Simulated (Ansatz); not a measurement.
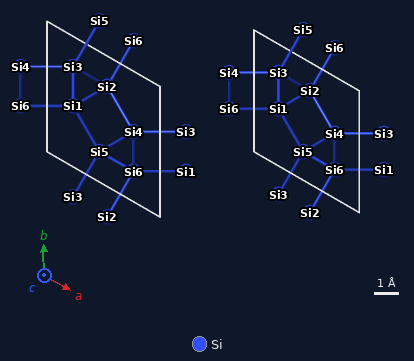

Two geometries of solid Si (a generated structure, set up in P6_122) (coarse preliminary run), drawn at one scale. One is the start of a relaxation, the other its converged end. Style: ball-and-stick. Shown: the cell of the calculation, along the c axis.

These are results of DFT PBE, scalar-relativistic, plane waves, PAW (Ansatz 0.2.0), not measurements. Set-up: plane-wave cutoff 420 eV; k-point mesh 6 × 6 × 4; occupations gaussian; smearing width 0.1 eV; no spin polarisation; cell and atoms relaxed; force threshold 0.04 eV/Å; at most 70 steps.

Which of the two is the end point?

Answer. The left one is the relaxed one. After 4 accepted moves (5 points after the start) the energy has fallen by 263 meV per atom. The largest force component goes from 0.77 to 0.0015 eV/Å. Pressure: 24.66 GPa at the start and 0.09 GPa at the end. The SCF was repeated once at an unchanged geometry on a basis and grid sized afresh for the cell, which shifted the energy by 1.8 meV per atom at most. The largest moves relative to the cell, 0.014 Å, are those of Si1, Si2, Si3, Si4, Si5 and Si6. Si6 goes along [1 −1 0]. Cell: a = b 5.110 → 5.476 Å (+7.2 %), c 4.837 → 5.122 Å (+5.9 %). Volume +21.6 %. Among the contacts that change: Si1–Si2 2.217 → 2.379 Å, Si1–Si5 2.223 → 2.365 Å. The space group stays P6_122 (No. 178).
